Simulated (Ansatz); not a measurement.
Single-point calculation, with input and output: Al

- system: Al (1 atom in the cell)
- method: DFT, r2SCAN, plane waves, PAW, no spin polarisation (Ansatz 0.2.0)

The structure derives from an entry of the Crystallography Open Database. Some settings of this run were made unusual or wrong on purpose. Figures and captions count atoms from 1; the log counts them from 0 in places.

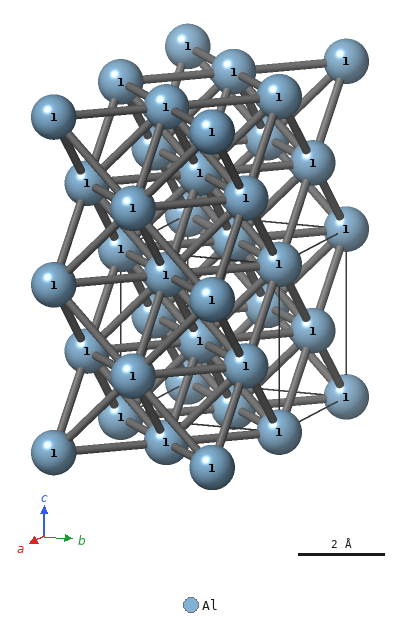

**Figure 1.** The structure (ball-and-stick view of the cell 4 times as large as that of the calculation, set on its symmetry axes, repeated 2 × 1 × 2, seen slightly off an axis; atoms are numbered from 1 in the order of the input). Near neighbours in the crystal (not all of them lie inside the picture): Al has 12 Al at 2.86 Å.

The input
```yaml
crystal:
  lattice:
    - [0.0, 2.02398, 2.02398]
    - [2.02398, 0.0, 2.02398]
    - [2.02398, 2.02398, 0.0]
  atoms:
    - { symbol: Al, position: [0.0, 0.0, 0.0] }
basis:
  ecutwfc: 500
kpoints:
  mp_grid: { grid: [1, 1, 1] }
hamiltonian:
  xc: r2scan
scf:
  occupations: { method: gaussian, width: 0.15 }
  max_iter: 50
output:
  forces: true
  eigenvalues: true
  stress: true
```

Launch command:
```bash
ansatz run input.yaml --threads 1 --pin off --max-ram 2560MiB --backend cpu --events-out ev --progress --plain --runs-dir out
```

Log
```
Engine: ansatz 0.2.0, x86_64-unknown-linux-gnu
Pseudopotentials: kind: paw
Pseudopotential: Al, paw, valence charge 3, recommended cutoff 500 eV (meta_gga), Al.paw.azcp
Functional definition: r2SCAN
  parameter k0 = 0.174
  parameter k1 = 0.065
  parameter a1 = 4.9479
  exchange = r2scan_x(k0 = k0, k1 = k1, a1 = a1)
  correlation = r2scan_c
Crystal: 1 atoms, lattice volume = 16.582 Å³
Basis set: ecut = 500 eV, 411 PW (Γ), exchange–correlation on 96×96×96 points (64 copies of the dense FFT grid, shifted against one another)
Bands: 6, of which v1, the nominal top of the filled ones, is band 2 counted from 1 (1 counted from 0)
Symmetry: 48 space group operations
Space group: Fm-3m (ITA 225), of the structure as read, at distance tolerance 2.6e-5 Å
k-points: 1
Non-local potential: Al, projectors of the file, l = 0: 2, l = 1: 2, l = 2: 1
PAW form: soft (Blöchl's): semilocal exchange-correlation on the pseudo side does not see the compensation charge
PAW frozen core: Al, regenerated for the run's functional (the file was generated under x = pbe(κ = 0.804, μ = 0.2195149727645171), c = pbe(β = 0.06672455060314922))
PAW one-centre angular grid: Al, 302 points (default); XC on 160 Gauss nodes
Initial density: superposition of atomic densities (neutral atoms: chi_scale 0, normalization atom), corrected by the library's trained network
Initial wavefunctions: pseudopotential atomic-orbital guess
Functional: x = r2scan, c = r2scan; τ floored in thin density (d = 2e-4 eV/Å³)
SCF iter   1: F=—  HF=-536.803053 eV  |F-HF|=—  |Δ(HF+E_count)|=         —  Δρ=2.51e-2  dr2=5.34e-2  dr2_τ=1.92e-2  ethr=1.77e-3  ⟨swp⟩=5.0  Hψ=51  notcnv=0
preconditioner: auto → none  [insulator: Δε(μ)=25.088 eV  Ē_g=25.834 eV  σ=0.150 eV  W_gap=0.83  n_scr=0 (ndim 8)  ℏωp=15.8 eV  f_vac=0.000  D(μ)=14.13/eV (n_scr^D=536)  ε∞_Penn≈1.4]
SCF iter   2: F=—  HF=-536.893400 eV  |F-HF|=—  |Δ(HF+E_count)|=   9.03e-2  Δρ=1.30e-2  dr2=1.41e-2  dr2_τ=1.04e-4  ethr=1.77e-3  ⟨swp⟩=3.0  Hψ=17  notcnv=0
SCF iter   3: F=—  HF=-536.938935 eV  |F-HF|=—  |Δ(HF+E_count)|=   4.55e-2  Δρ=1.33e-3  dr2=2.21e-4  dr2_τ=5.05e-6  ethr=4.70e-4  ⟨swp⟩=2.0  Hψ=12  notcnv=0
SCF iter   4: F=—  HF=-536.939336 eV  |F-HF|=—  |Δ(HF+E_count)|=   4.00e-4  Δρ=6.09e-4  dr2=4.57e-5  dr2_τ=6.00e-7  ethr=7.37e-6  ⟨swp⟩=2.0  Hψ=7  notcnv=0
SCF iter   5: F=—  HF=-536.939450 eV  |F-HF|=—  |Δ(HF+E_count)|=   1.15e-4  Δρ=1.16e-5  dr2=1.19e-8  dr2_τ=7.08e-10  ethr=3.33e-9  ⟨swp⟩=7.0  Hψ=56  notcnv=0
SCF iter   6: F=-536.939450 eV  HF=-536.939450 eV  |F-HF|=6.74e-10  |Δ(HF+E_count)|=   5.38e-8  Δρ=1.28e-6  dr2=1.24e-10  dr2_τ=3.00e-12  ethr=3.98e-10  ⟨swp⟩=1.0  Hψ=19  notcnv=0
SCF 1 converged in 6 iterations: F = -536.939450 eV  dr2 = 1.24e-10
  greatest PAW one-centre occupation: 0.670 electrons in one spin orbital (limit 2), on the Al atom at site 0 (counted from 0), in its partial waves of l = 0
```

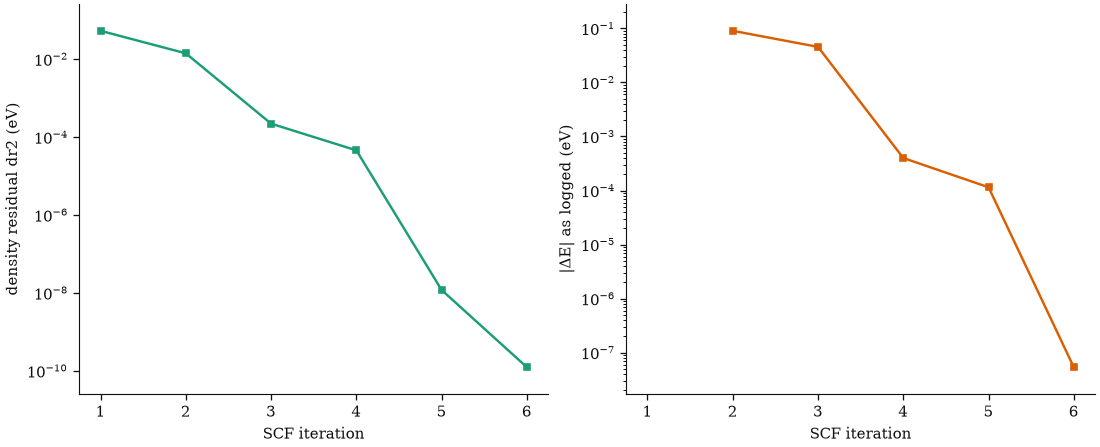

**Figure 2.** Convergence of the self-consistent field: density residual dr2 and size of the energy change against the SCF iteration. The residual falls at every step.

```
SCF converged after 6 iterations
Free energy (F): -536.939450 eV
Harris-Foulkes:  -536.939450 eV  (|F-HF|=6.74e-10)
Internal energy: -536.780446 eV  (E = F + TS)
E sigma→0 (E₀):  -536.859948 eV
Entropy (-TS):   -0.159004 eV (-159.004 meV/atom)
Fermi energy:    20.697824 eV
--- Per-component energies (eV) ---
  E_band       = 13.310847
  E_kinetic    = 29.033067
  E_local      = 8.985677  (includes V_loc(G=0)·N_el)
  E_nonlocal   = 7.290779
  E_hartree    = 0.207747
  E_xc         = -37.351086
  E_vxc        = -31.653801  (∫ρ·V_xc dr)
  E_paw        = -471.493567  (= ΣΔE_a)
  E_vpaw       = -1.966083  (= ΣTr[D̂ρ^β])
  E_aug_tail   = 0.000000  (compensation charges beyond the density's cutoff)
  E_vtau       = 1.205713  (kinetic-family band-sum trace: ∫τ·v_τ [+ j·A + Jᵃ·Aᵃ] dr)
  E_ewald      = -73.392955
  E_core_change = -0.060108  (= ΣΔE_core)
  E_smearing   = -0.159004  (= −TS)
  E_closure    = -0.000000  (closes the sum)
  Σ components = -536.939450   (vs F -536.939450, Δ=0.00e0)
--- Forces (eV/Å), atoms counted from 1 ---
  atom   1  Al    -0.00000000     0.00000000    -0.00000000
  max |Σ_I F_I| component: 5.82e-26 eV/Å
--- Stress (GPa, compression-positive) ---
       -1.851023       0.000000       0.000000
       -0.000000      -1.851023       0.000000
        0.000000       0.000000      -1.851023
  P = ⅓ Tr σ = -1.8510 GPa (-18.510 kbar)
--- Band table (eV) ---
  k-point 0: bands = ["-3.7448", "20.8004", "20.8004", "20.8004", "23.1932", "23.1932"]
```

What the run reported

- outcome: converged
- space group (tolerance 0.01 Å): Fm-3m (225)
- electrons treated: 3
- free energy: −536.9395 eV
- Fermi energy: 20.698 eV
- gap on the k-point mesh: none (metallic)
- pressure: −1.85 GPa
- largest force (length of the vector): under 0.001 eV/Å
- hardware: 1 thread of AMD EPYC (Zen 3), 32 GiB of memory available, shared host
- wall time: 0.75 s
- peak memory: 0.35 GiB

What went wrong

A setting was made wrong on purpose: one k-point for a small cell (`kpoints.mp_grid.grid`). One point cannot sample the zone of a small cell. The run converged all the same; its numbers are those of the faulty input and shouldn't be used.
